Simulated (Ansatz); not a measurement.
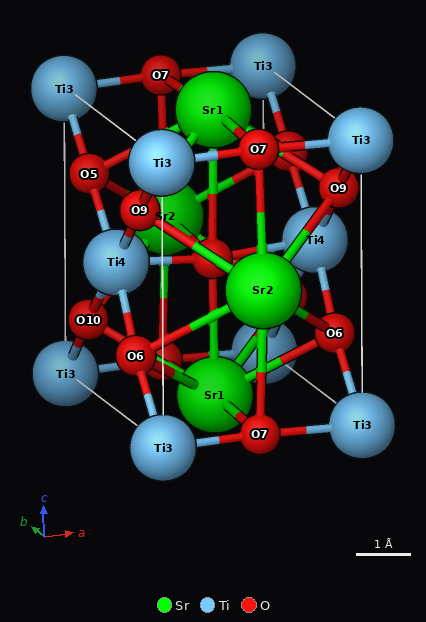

Figure 1. The structure as given in the input (ball-and-stick view of the cell of the calculation, set on other vectors, seen slightly off an axis; atoms are numbered from 1 in the order of the input).

## Two runs on SrTiO₃

System: SrTiO₃ (P1, 10 atoms in the cell).
Method of the first run: DFT with r2SCAN, PAW plane waves, no spin polarisation (Ansatz 0.2.0).

The structure is a deliberately distorted cell. Text and figures count atoms from 1; the logs count them from 0 in places.

The input, the first run:
```yaml
crystal:
  lattice:
    - [3.920712, -0.035201, -3.863673]
    - [-0.032058, 3.957672, 0.003143]
    - [3.860106, -0.028915, 3.803066]
  atoms:
    - { symbol: Sr, position: [0.991826, 0.504344, 0.501245] }
    - { symbol: Sr, position: [0.493981, 0.502874, 0.007387] }
    - { symbol: Ti, position: [0.008723, 0.99946, 0.998382] }
    - { symbol: Ti, position: [0.489344, 0.012192, 0.498892] }
    - { symbol: O, position: [0.241248, 0.000807, 0.2516] }
    - { symbol: O, position: [0.750366, 0.989137, 0.744705] }
    - { symbol: O, position: [0.000567, 0.487618, 0.996103] }
    - { symbol: O, position: [0.511504, 0.49137, 0.507303] }
    - { symbol: O, position: [0.243389, 0.014001, 0.741776] }
    - { symbol: O, position: [0.754117, 0.994637, 0.246529] }
kpoints:
  mp_grid: { grid: [3, 5, 4], shift: [0.0, 0.0, 0.0] }
magnetization:
  spin_polarized: false
scf:
  occupations: { method: tetrahedron }
hamiltonian:
  pseudopotentials: { kind: paw }
  xc: r2scan
basis:
  ecutwfc: 500
output:
  forces: true
  stress: true
  eigenvalues: true
  write_density: true
  write_potential: true
  elf: true
  volumetric_format: npy
```

Launched with:
```bash
ansatz run input.yaml --threads 1 --pin off --max-ram 2560MiB --backend cpu --events-out ev --progress --plain --runs-dir out
```

Hardware: 1 thread of Arm Neoverse V1, 24 GiB of memory available, shared host.

Output, shortened to warnings, some set-up lines, iterations and results (the first run):
```
Warning: output.forces, output.stress, relax.cell or npt_langevin: where a Kohn–Sham band that disperses or a degenerate level is filled in part under the method tetrahedron, the forces or the stress that this run publishes need not agree with its energy (scf.occupations.method in the input reference, under Limitations); prefer a smearing scheme for the forces or the stress
Basis set: ecut = 500 eV, 2999 PW (Γ), exchange–correlation on 180×120×160 points (64 copies of the dense FFT grid, shifted against one another)
Symmetry: 1 space group operations
k-points: 31 of 60 (time reversal used)
Initial density: superposition of atomic densities (neutral atoms: chi_scale 0, normalization atom), corrected by the library's trained network
[...]
SCF iter   1: F=—  HF=-15548.928605 eV  |F-HF|=—  |Δ(HF+E_count)|=         —  Δρ=2.03e-2  dr2=5.85e-1  dr2_τ=5.22e-1  ethr=1.77e-3  ⟨swp⟩=7.7  Hψ=7259  notcnv=0  defer=19
SCF iter   2: F=—  HF=-15549.147088 eV  |F-HF|=—  |Δ(HF+E_count)|=   2.18e-1  Δρ=8.93e-3  dr2=4.12e-2  dr2_τ=2.69e-2  ethr=7.31e-4  ⟨swp⟩=3.0  Hψ=3412  notcnv=0  defer=122
SCF iter   3: F=—  HF=-15549.143544 eV  |F-HF|=—  |Δ(HF+E_count)|=   3.54e-3  Δρ=3.50e-3  dr2=7.71e-3  dr2_τ=7.67e-4  ethr=5.15e-5  ⟨swp⟩=2.6  Hψ=2549  notcnv=0  defer=122
SCF iter   4: F=—  HF=-15549.143358 eV  |F-HF|=—  |Δ(HF+E_count)|=   1.86e-4  Δρ=1.24e-3  dr2=1.10e-3  dr2_τ=2.01e-4  ethr=9.64e-6  ⟨swp⟩=2.3  Hψ=2258  notcnv=0  defer=122
SCF iter   5: F=—  HF=-15549.143233 eV  |F-HF|=—  |Δ(HF+E_count)|=   1.25e-4  Δρ=3.20e-4  dr2=9.35e-5  dr2_τ=1.14e-5  ethr=1.37e-6  ⟨swp⟩=2.1  Hψ=2489  notcnv=0  defer=122
SCF iter   6: F=—  HF=-15549.143231 eV  |F-HF|=—  |Δ(HF+E_count)|=   1.37e-6  Δρ=1.22e-4  dr2=1.35e-5  dr2_τ=2.22e-6  ethr=1.17e-7  ⟨swp⟩=2.7  Hψ=2637  notcnv=0  defer=122
SCF iter   7: F=—  HF=-15549.143234 eV  |F-HF|=—  |Δ(HF+E_count)|=   2.91e-6  Δρ=4.08e-5  dr2=1.80e-6  dr2_τ=2.04e-7  ethr=1.69e-8  ⟨swp⟩=2.5  Hψ=2522  notcnv=0  defer=122
SCF iter   8: F=—  HF=-15549.143234 eV  |F-HF|=—  |Δ(HF+E_count)|=   5.93e-8  Δρ=1.71e-5  dr2=2.89e-7  dr2_τ=4.92e-8  ethr=2.25e-9  ⟨swp⟩=2.6  Hψ=2646  notcnv=0  defer=122
SCF iter   9: F=-15549.143234 eV  HF=-15549.143234 eV  |F-HF|=3.24e-8  |Δ(HF+E_count)|=   5.77e-9  Δρ=6.53e-6  dr2=5.27e-8  dr2_τ=4.34e-9  ethr=1.25e-10  ⟨swp⟩=15.4  Hψ=12684 …
SCF 1 converged in 9 iterations: F = -15549.143234 eV  dr2 = 5.27e-8
SCF converged after 9 iterations
Stability not checked: this state was not tested for a lower state beside it, because cold or Methfessel-Paxton smearing, or corrected tetrahedra, fill the levels in a way that the test cannot read (fill_not_monotonic; see scf.lower_state_search)
Free energy (F): -15549.143234 eV
Harris-Foulkes:  -15549.143234 eV  (|F-HF|=3.24e-8)
Internal energy: -15549.143234 eV  (E = F + TS)
E sigma→0 (E₀):  -15549.143234 eV
Fermi energy:    9.960671 eV
--- Per-component energies (eV) ---
  E_band       = -471.867208
  E_kinetic    = 2107.078796
  E_local      = -4752.335772  (includes V_loc(G=0)·N_el)
  E_nonlocal   = 689.348483
  E_hartree    = 1665.832691
  E_xc         = -964.020657
  E_vxc        = -1269.744231  (∫ρ·V_xc dr)
  E_paw        = -8499.300448  (= ΣΔE_a)
  E_vpaw       = -656.082011  (= ΣTr[D̂ρ^β])
  E_aug_tail   = 0.006474  (compensation charges beyond the density's cutoff)
  E_vtau       = 78.194991  (kinetic-family band-sum trace: ∫τ·v_τ [+ j·A + Jᵃ·Aᵃ] dr)
  E_ewald      = -5794.762168
  E_core_change = -0.990633  (= ΣΔE_core)
  E_smearing   = -0.000000  (= −TS)
  E_closure    = 0.000000  (closes the sum)
  Σ components = -15549.143234   (vs F -15549.143234, Δ=0.00e0)
--- Forces (eV/Å), atoms counted from 1 ---
  atom   1  Sr    -0.27935177    -0.06951130     0.28783604
  atom   2  Sr     0.24648981    -0.00722874    -0.71893313
  atom   3  Ti    -1.59527376     0.12027885     1.47957038
  atom   4  Ti     1.62940629     0.06447627    -1.15310182
  atom   5  O      0.60263077    -0.27254305    -0.54500438
  atom   6  O     -0.03028161     0.01030111     0.27452465
  atom   7  O      0.29420032     0.52975229    -0.22622496
  atom   8  O     -0.75860636     0.19400495     0.18711452
  atom   9  O      0.32991599    -0.51326930    -0.15131481
  atom  10  O     -0.43914767    -0.05618377     0.56542063
  max |Σ_I F_I| component: 1.13e-4 eV/Å
--- Stress (GPa, compression-positive) ---
        3.009581       1.948102       2.098478
        1.948102      -0.997895      -0.168200
        2.098479      -0.168199       7.167471
  P = ⅓ Tr σ = 3.0597 GPa (30.597 kbar)
```

The second run used a changed input.

The two runs side by side:

```tsv
quantity	the first run	the second run
outcome	converged	converged
free energy per atom (eV)	−1554.9143	−1553.7558
gap on the mesh (eV)	2.13	2.20
pressure (GPa)	3.06	−0.69
largest force (eV/Å)	2.179	2.419
SCF iterations	9	9
irreducible k-points	31	31
plane waves at Γ	2999	1055
wall time (shared host)	66 s	24 s
```

Which change of the input explains these differences?

The change (lines with − go, lines with + come):
```diff
-  ecutwfc: 500
+  ecutwfc: "18.4 Ry"
```

The free energy of the second run is 1158.5 meV per atom higher, which measures how much it depends on this numerical setting. The gap on the mesh goes from 2.13 to 2.20 eV. The pressure goes from 3.06 to −0.69 GPa. The largest force goes from 2.179 to 2.419 eV/Å. More plane waves can only lower the energy of a fixed Hamiltonian, so the higher cutoff gives the lower value. The lower cutoff gives the lower pressure, as an incomplete plane-wave basis does (Pulay stress). The number of SCF iterations is the same. The plane waves at Γ go from 2999 to 1055. On the same kind of shared host the second run took about 0.37 times as long.

Output, shortened to warnings, some set-up lines, iterations and results (the second run):
```
Warning: output.forces, output.stress, relax.cell or npt_langevin: where a Kohn–Sham band that disperses or a degenerate level is filled in part under the method tetrahedron, the forces or the stress that this run publishes need not agree with its energy (scf.occupations.method in the input reference, under Limitations); prefer a smearing scheme for the forces or the stress
Warning: basis.ecutwfc = 250.34475346308957 eV is below the records' recommended 500 eV, and the density's cutoff is lower with it unless basis.ecutrho_ratio is high enough to keep the records' density cutoff: compare with a run at a higher cutoff
Basis set: ecut = 250.34475346308957 eV, 1055 PW (Γ), exchange–correlation on 120×96×120 points (64 copies of the dense FFT grid, shifted against one another)
Symmetry: 1 space group operations
k-points: 31 of 60 (time reversal used)
Initial density: superposition of atomic densities (neutral atoms: chi_scale 0, normalization atom), corrected by the library's trained network
[...]
SCF iter   1: F=—  HF=-15537.407943 eV  |F-HF|=—  |Δ(HF+E_count)|=         —  Δρ=5.02e-2  dr2=9.05e-1  dr2_τ=4.58e-1  ethr=1.77e-3  ⟨swp⟩=6.9  Hψ=6842  notcnv=0  defer=9
SCF iter   2: F=—  HF=-15537.540866 eV  |F-HF|=—  |Δ(HF+E_count)|=   1.33e-1  Δρ=2.16e-2  dr2=1.30e-1  dr2_τ=4.98e-2  ethr=1.13e-3  ⟨swp⟩=2.4  Hψ=3243  notcnv=0  defer=126
SCF iter   3: F=—  HF=-15537.557174 eV  |F-HF|=—  |Δ(HF+E_count)|=   1.63e-2  Δρ=6.35e-3  dr2=2.09e-2  dr2_τ=6.11e-3  ethr=1.63e-4  ⟨swp⟩=2.5  Hψ=2885  notcnv=0  defer=126
SCF iter   4: F=—  HF=-15537.560560 eV  |F-HF|=—  |Δ(HF+E_count)|=   3.39e-3  Δρ=3.45e-3  dr2=1.40e-2  dr2_τ=1.69e-3  ethr=2.61e-5  ⟨swp⟩=2.6  Hψ=2688  notcnv=0  defer=126
SCF iter   5: F=—  HF=-15537.558069 eV  |F-HF|=—  |Δ(HF+E_count)|=   2.49e-3  Δρ=5.44e-4  dr2=3.44e-4  dr2_τ=2.34e-5  ethr=1.76e-5  ⟨swp⟩=2.0  Hψ=2228  notcnv=0  defer=126
SCF iter   6: F=—  HF=-15537.558069 eV  |F-HF|=—  |Δ(HF+E_count)|=   2.42e-7  Δρ=2.03e-4  dr2=4.03e-5  dr2_τ=5.89e-6  ethr=4.30e-7  ⟨swp⟩=2.8  Hψ=2663  notcnv=0  defer=126
SCF iter   7: F=—  HF=-15537.558069 eV  |F-HF|=—  |Δ(HF+E_count)|=   1.11e-7  Δρ=1.04e-4  dr2=1.13e-5  dr2_τ=1.22e-6  ethr=5.04e-8  ⟨swp⟩=2.0  Hψ=2600  notcnv=0  defer=126
SCF iter   8: F=—  HF=-15537.558067 eV  |F-HF|=—  |Δ(HF+E_count)|=   1.42e-6  Δρ=1.25e-5  dr2=1.47e-7  dr2_τ=2.44e-8  ethr=1.41e-8  ⟨swp⟩=2.0  Hψ=2455  notcnv=0  defer=126
SCF iter   9: F=-15537.558067 eV  HF=-15537.558067 eV  |F-HF|=3.84e-8  |Δ(HF+E_count)|=   5.65e-8  Δρ=7.41e-6  dr2=5.96e-8  dr2_τ=9.09e-9  ethr=1.25e-10  ⟨swp⟩=13.0  Hψ=11088 …
SCF 1 converged in 9 iterations: F = -15537.558067 eV  dr2 = 5.96e-8
SCF converged after 9 iterations
Stability not checked: this state was not tested for a lower state beside it, because cold or Methfessel-Paxton smearing, or corrected tetrahedra, fill the levels in a way that the test cannot read (fill_not_monotonic; see scf.lower_state_search)
Free energy (F): -15537.558067 eV
Harris-Foulkes:  -15537.558067 eV  (|F-HF|=3.84e-8)
Internal energy: -15537.558067 eV  (E = F + TS)
E sigma→0 (E₀):  -15537.558067 eV
Fermi energy:    9.913923 eV
--- Per-component energies (eV) ---
  E_band       = -481.117001
  E_kinetic    = 2151.714747
  E_local      = -4730.376591  (includes V_loc(G=0)·N_el)
  E_nonlocal   = 648.943318
  E_hartree    = 1652.470982
  E_xc         = -977.003188
  E_vxc        = -1289.292174  (∫ρ·V_xc dr)
  E_paw        = -8487.636438  (= ΣΔE_a)
  E_vpaw       = -647.332242  (= ΣTr[D̂ρ^β])
  E_aug_tail   = 0.081903  (compensation charges beyond the density's cutoff)
  E_vtau       = 80.202885  (kinetic-family band-sum trace: ∫τ·v_τ [+ j·A + Jᵃ·Aᵃ] dr)
  E_ewald      = -5794.762168
  E_core_change = -0.990633  (= ΣΔE_core)
  E_smearing   = -0.000000  (= −TS)
  E_closure    = 0.000000  (closes the sum)
  Σ components = -15537.558067   (vs F -15537.558067, Δ=0.00e0)
--- Forces (eV/Å), atoms counted from 1 ---
  atom   1  Sr    -0.25677847    -0.09684811     0.22562066
  atom   2  Sr     0.25725662    -0.02677574    -0.73925859
  atom   3  Ti    -1.76369530     0.17170000     1.64673773
  atom   4  Ti     1.77366064     0.14165299    -1.36959589
  atom   5  O      0.69927966    -0.26494585    -0.60646733
  atom   6  O     -0.03154938     0.07525496     0.33474144
  atom   7  O      0.30308928     0.51811209    -0.19772985
  atom   8  O     -0.89139830     0.09714382     0.23335376
  atom   9  O      0.39382388    -0.57837648    -0.13665632
  atom  10  O     -0.48237709    -0.03598135     0.60915215
  max |Σ_I F_I| component: 1.31e-3 eV/Å
--- Stress (GPa, compression-positive) ---
       -1.230135       2.126332       2.158238
        2.126331      -4.891353      -0.367338
        2.158238      -0.367337       4.041273
  P = ⅓ Tr σ = -0.6934 GPa (-6.934 kbar)
```

For the second run: These settings are looser than, or depart from, a standard set-up, so the numbers are not reference values for this system. Warnings: the cutoff is below the recommended one.
